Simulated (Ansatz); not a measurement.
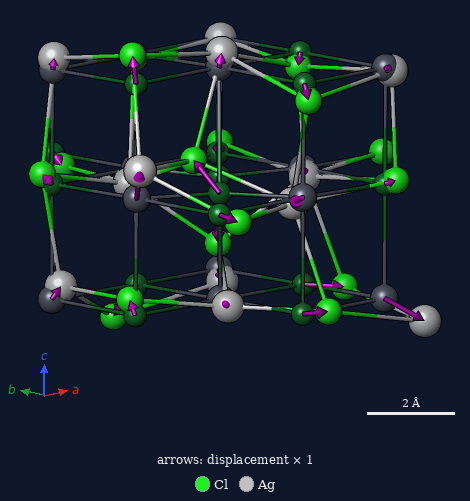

A relaxation of a defect cell of composition Cl33Ag32. The starting structure is drawn faded, the final one solid; purple arrows show the displacements, at their true length.

A ball-and-stick model of the atoms within 5.0 Å of the atom that moves most (axes of the cell of the calculation (origin shifted)), seen from a free direction.

The atoms of the start lie slightly off their symmetric places, so part of the fall in energy undoes that.

The calculation used DFT, PBEsol, PAW, plane waves in Ansatz 0.2.0. Set-up: plane-wave cutoff 420 eV; k-point mesh 1 × 1 × 1; mesh shifted by (0.25, 0.25, 0.25); collinear spin; atoms relaxed in a fixed cell; force threshold 0.03 eV/Å; at most 80 steps.

Atoms of which element are displaced furthest, and by how much?

Answer. Chlorine: up to 1.68 Å, against 1.18 Å for silver.

Describe the change and its energy.

Answer. Over 27 geometry steps the energy falls by 4.602 eV per cell of the calculation. Largest force component: 4.4 eV/Å at the start, 0.022 eV/Å at the end. The forces were under the threshold at step 18, but the run went on from there. The atom that moves furthest is a Cl atom (1.68 Å roughly along −c). By element the largest moves are Cl 1.68 Å, Ag 1.18 Å. The lattice vectors keep their values. Some distances before and after: Ag–Cl 2.988 → 5.024 Å, Ag–Cl 2.719 → 4.059 Å, Ag–Cl 3.798 → 2.483 Å, Ag–Cl 2.744 → 3.850 Å. New bonds form, among them: Ag–Cl (3.61 → 2.65 Å), Ag–Cl (3.80 → 2.48 Å). Bonds break, among them: Ag–Cl (2.72 → 3.69 Å), Ag–Cl (2.72 → 4.06 Å), Ag–Cl (2.74 → 3.85 Å), Ag–Cl (2.99 → 5.02 Å). Bond angles that change, for instance: Cl–Ag–Cl 88.4° → 130.9°, Cl–Ag–Cl 156.0° → 119.1°, Cl–Ag–Cl 178.9° → 142.3°.
